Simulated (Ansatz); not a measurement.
## Electronic structure of LiNbO3 in real space

Input

```
crystal:
  lattice:
    - [-2.5923872641, -4.4901464542, 0.0]
    - [2.5923872641, -4.4901464542, 0.0]
    - [0.0, 2.9934309695, 9.1256423237]
  atoms:
    - { symbol: Li, position: [0.125, 0.125, 0.375] }
    - { symbol: Li, position: [0.625, 0.625, 0.875] }
    - { symbol: Li, position: [0.375, 0.375, 0.125] }
    - { symbol: Li, position: [0.875, 0.875, 0.625] }
    - { symbol: Nb, position: [0.0, 0.0, 0.0] }
    - { symbol: Nb, position: [0.5, 0.5, 0.5] }
    - { symbol: Nb, position: [0.25, 0.25, 0.75] }
    - { symbol: Nb, position: [0.75, 0.75, 0.25] }
    - { symbol: O, position: [0.4965164544, 0.2534835456, 0.625] }
    - { symbol: O, position: [0.9965164544, 0.7534835456, 0.125] }
    - { symbol: O, position: [0.875, 0.4965164544, 0.625] }
    - { symbol: O, position: [0.375, 0.9965164544, 0.125] }
    - { symbol: O, position: [0.2534835456, 0.875, 0.625] }
    - { symbol: O, position: [0.7534835456, 0.375, 0.125] }
    - { symbol: O, position: [0.0034835456, 0.2465164544, 0.875] }
    - { symbol: O, position: [0.5034835456, 0.7465164544, 0.375] }
    - { symbol: O, position: [0.625, 0.0034835456, 0.875] }
    - { symbol: O, position: [0.125, 0.5034835456, 0.375] }
    - { symbol: O, position: [0.2465164544, 0.625, 0.875] }
    - { symbol: O, position: [0.7465164544, 0.125, 0.375] }
basis:
  ecutwfc: 500
kpoints:
  mp_grid: { grid: [5, 5, 3] }
hamiltonian:
  xc: r2scan
scf:
  occupations: { method: gaussian, width: 0.05 }
output:
  forces: true
  stress: true
  eigenvalues: true
  write_density: true
  write_potential: true
  elf: true
  volumetric_format: npy
```

Launched as:

```sh
ansatz run input.yaml --threads 2 --pin off --max-ram 5120MiB --backend cpu --events-out ev --progress --plain --runs-dir out
```

Space group R-3c.

Level of theory: DFT r2SCAN, scalar-relativistic, plane waves, PAW in Ansatz.

Core electrons are frozen (PAW), and the valence fields are smoothed inside the atomic spheres.

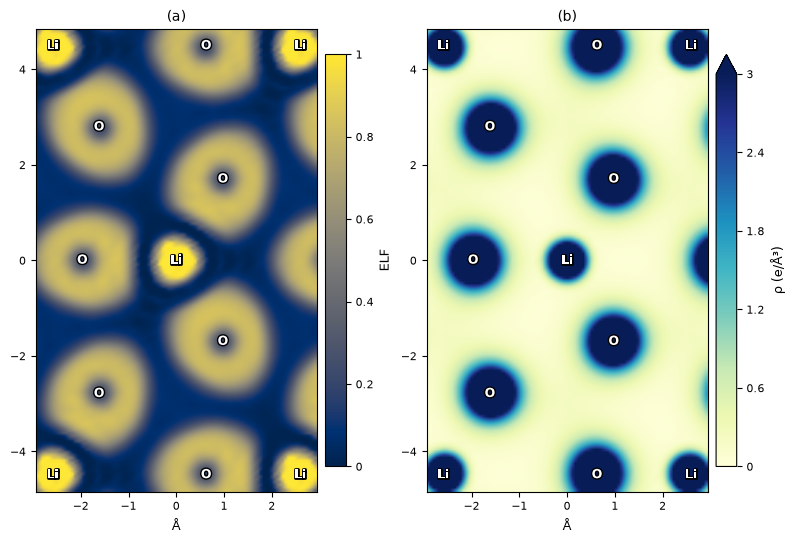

Figure 1. (a) ELF; (b) valence pseudo-density on the (001) plane of the calculation cell.

**What do the fields say about this system?**

The plane passes through Li and O nuclei. Li–O (1.96 Å): ρ is about 0.36 e/Å³ halfway; the ELF peaks at about 0.85 in the valence shell of O, 0.7 Å from its nucleus, and falls to about 0.05 next to Li (an ionic contact with no shared pair). Between the atoms the lowest density in this plane is 0.04 e/Å³. The features right at Li lie inside the PAW spheres, where the map follows smoothed inner orbitals and isn't to be read closely.

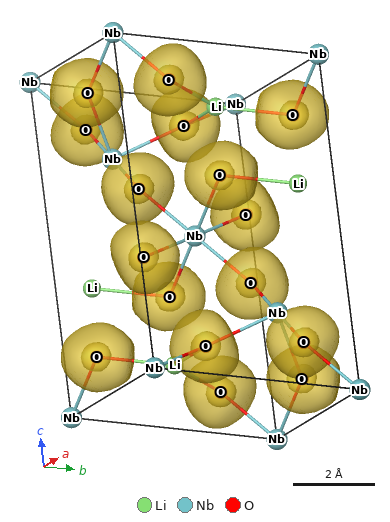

Figure 2. Isosurface of the electron localisation function at 0.7 (yellow), seen at an oblique angle. Only the valence region is drawn (cores and ρ < 0.01 e/Å³ removed). Sticks mark near contacts.

**What do the ELF domains correspond to?**

The surface consists of twelve regions wrapped around O (the valence shell of each), counted in one cell of 20 atoms. Any copies at cell faces, edges or corners count once. Profiles from the grid: Nb–O (1.98 Å): the ELF peaks at about 0.80 in the valence shell of O, 0.6 Å from its nucleus, and drops to about 0.25 between the two atoms; no localised pair shows between them.

**Metal or insulator at this level of theory?**

It is gapped, with a Kohn–Sham gap of 3.0 eV on the k-point mesh (the band edges may lie off the mesh, which would make the gap smaller).
